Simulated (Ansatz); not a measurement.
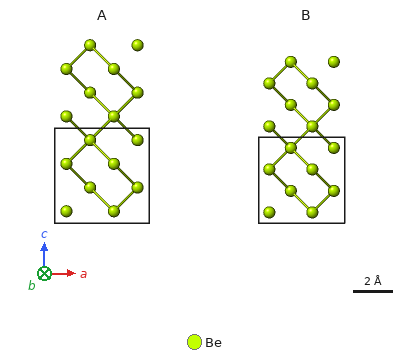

Two geometries of a crystal of Be (a generated structure, set up in Fd-3m), drawn at one scale. One is the start of a relaxation, the other its converged end. A ball-and-stick model of the conventional cell (4 times the calculation's cell), repeated 1 × 1 × 2 with one cell outlined, seen along the b axis. Lengths and directions refer to the drawn axes.

The calculation used DFT, PBE, plane waves (420 eV) with PAW, scalar-relativistic in Ansatz. Set-up: plane-wave cutoff 420 eV; k-point mesh 12 × 12 × 12; occupations fermi dirac; smearing width 0.1 eV; no spin polarisation; cell and atoms relaxed; force threshold 0.01 eV/Å; at most 60 steps.

**Which one is relaxed?**

Structure A is the relaxed one. Phase: diamond. Over 5 accepted moves (7 points after the start) the energy falls by 0.397 eV per cell of the calculation. All forces vanish by symmetry, so only the cell relaxes. Pressure: 21.11 GPa at the start and 0.00 GPa at the end. At 2 points the geometry stayed and the basis and grid were re-selected for the new cell (energy shift of 3.1 meV per cell of the calculation at most each time). The atoms keep their places relative to the cell (all moves are under 0.005 Å). The drawn cell changes as follows: a = b = c 4.441 → 4.899 Å (+10.3 %); the volume changes by +34.2 %. Near-neighbour distances that change, for instance: Be–Be 1.923 → 2.121 Å. The space group stays Fd-3m (No. 227). The run took 9.8 s on 1 thread of Intel(R) Xeon(R) Platinum 8259CL CPU @ 2.50GHz (Skylake/Cascade Lake), with other jobs on the host, peak memory 0.47 GiB.
